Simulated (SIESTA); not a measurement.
**Energy of MoSi₂ along an even scaling of the cell**

System: MoSi₂ (I4/mmm, 3 atoms in the cell).
Method: Kohn-Sham DFT of a periodic cell, PBEsol, PseudoDojo 0.4 standard, converted to PSML, no spin polarisation (SIESTA 5.4.2).

The 7 runs differ only in the geometry, by an even scaling of the cell at fixed fractional positions. The structure derives from an entry of the Crystallography Open Database.

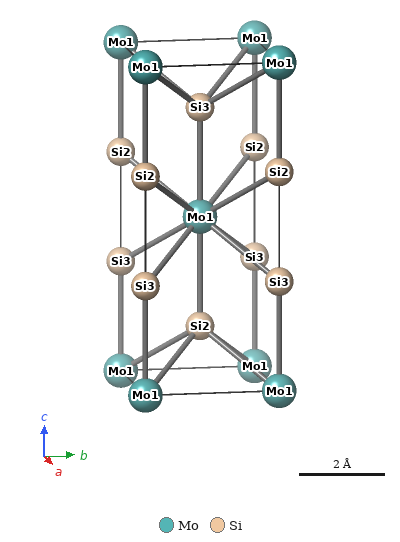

Figure 1. The structure of run 4 (ball-and-stick view of the cell 2 times as large as that of the calculation, set on its symmetry axes, seen slightly off an axis; atoms are numbered from 1 in the order of the input). An atom can appear more than once, as a periodic image.

## Input of run 4
```
SystemName                      Si2Mo
SystemLabel                     Si2Mo
NumberOfSpecies                 2
NumberOfAtoms                   3
%block ChemicalSpeciesLabel
  1  42 Mo
  2  14 Si
%endblock ChemicalSpeciesLabel

LatticeConstant                 1.0 Ang
%block LatticeVectors
    -1.6000000000     1.6000000000     3.9305000000
     1.6000000000    -1.6000000000     3.9305000000
     1.6000000000     1.6000000000    -3.9305000000
%endblock LatticeVectors
AtomicCoordinatesFormat         Fractional
%block AtomicCoordinatesAndAtomicSpecies
     0.0000000000     0.0000000000     0.0000000000  1  Mo
     0.6670000000     0.6670000000     0.0000000000  2  Si
     0.3330000000     0.3330000000     0.0000000000  2  Si
%endblock AtomicCoordinatesAndAtomicSpecies

%block kgrid.MonkhorstPack
   12   0   0  0.0
    0  12   0  0.0
    0   0  12  0.0
%endblock kgrid.MonkhorstPack
XC.Functional                   GGA
XC.Authors                      PBEsol
PAO.BasisSize                   DZP
PAO.EnergyShift                 0.003 Ry
Mesh.Cutoff                     800 Ry
OccupationFunction              FD
ElectronicTemperature           0.05 eV
MaxSCFIterations                120
SCF.MustConverge                false
SCF.Mixer.Method                Pulay
SCF.Mixer.Weight                0.25
SCF.Mixer.History               8
SCF.DM.Tolerance                5.0e-05
SCF.H.Tolerance                 1.0e-03 eV
WriteForces                     true
Charge.Mulliken                 end
%block PAO.Basis
  Mo 5
  n=4 0 2
    3.234 0.000
  n=5 0 2
    8.897 0.000
  n=4 1 2
    3.729 0.000
  n=5 1 1
    8.897
  n=4 2 2
    6.735 0.000
%endblock PAO.Basis
```

Command:
```bash
siesta Si2Mo.fdf > Si2Mo.out 2>&1
```

Run 6 differs from it as follows:
```diff
-    -1.6000000000     1.6000000000     3.9305000000
-     1.6000000000    -1.6000000000     3.9305000000
-     1.6000000000     1.6000000000    -3.9305000000
+    -1.6210550461     1.6210550461     3.9822230367
+     1.6210550461    -1.6210550461     3.9822230367
+     1.6210550461     1.6210550461    -3.9822230367
```

## Results, with one run withheld

```tsv
run	volume per atom (Å³)	free energy per atom, from the lowest run given (meV)	pressure (GPa)
1	12.611	28.56	13.55
2	12.879	10.60	8.01
3	13.148	1.41	3.08
4	13.416	0.00	−1.29
5	13.684	5.52	−5.23
6	13.953	?	?
7	14.221	34.95	−12.05
```

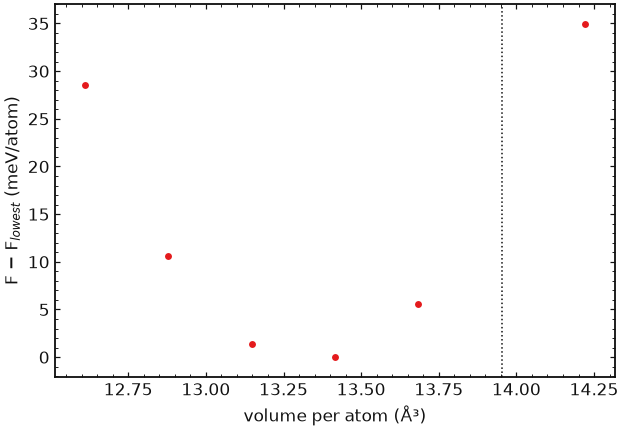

Figure 2. Free energy per atom of the runs given; the dotted line marks run 6.

Estimate the energy of run 6 from the others.

A cubic polynomial in V^(−2/3) (the Birch–Murnaghan form), fitted to the 6 runs given, misses them by at most 0.04 meV per atom. With x = V^(−2/3) − 0.17806 Å⁻², it reads F = −0.34196 + 266.71 x + 6.3579e+05 x² + 6.7858e+05 x³ (meV per atom). At run 6 it gives 17.45 meV per atom, and the run itself gives 17.39. The slope of the fit gives a pressure −dF/dV of −8.84 GPa there, and the run prints −8.84 GPa. The fit has its minimum at 13.333 Å³ per atom, where V d²F/dV² gives 215 GPa. Cell shape and fractional positions are held, so this is the stiffness under even scaling; the relaxed bulk modulus wasn't computed.

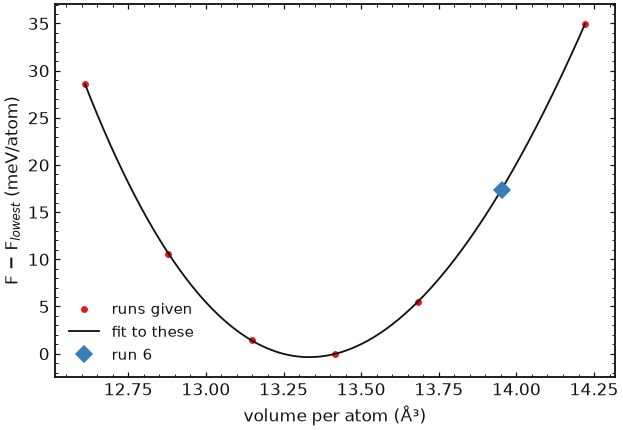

Figure 3. The fit and the withheld run.

## Some lines of the output (run 6)
```
[...]
outcell: Cell volume (Ang**3)        :     41.8583
stepf: Fermi-Dirac step function
siesta: Etot    =     -2139.130023
siesta: FreeEng =     -2139.137378
        iscf     Eharris(eV)        E_KS(eV)     FreeEng(eV)     dDmax    Ef(eV) dHmax(eV)
siesta: E_KS(eV) =            -2143.7816
siesta: E_KS - E_eggbox =     -2143.7816
siesta: Etot    =     -2143.781632
siesta: FreeEng =     -2143.784058
siesta:         Fermi =      -5.704394
siesta: Cell volume =         41.858253 Ang**3
    Orbital volume contribution        =           3.929090 eV
```

Notes: Points of doubt noted for this run: mulliken charges of long orbitals. With a small basis of atomic orbitals these values can differ much from converged plane-wave results.
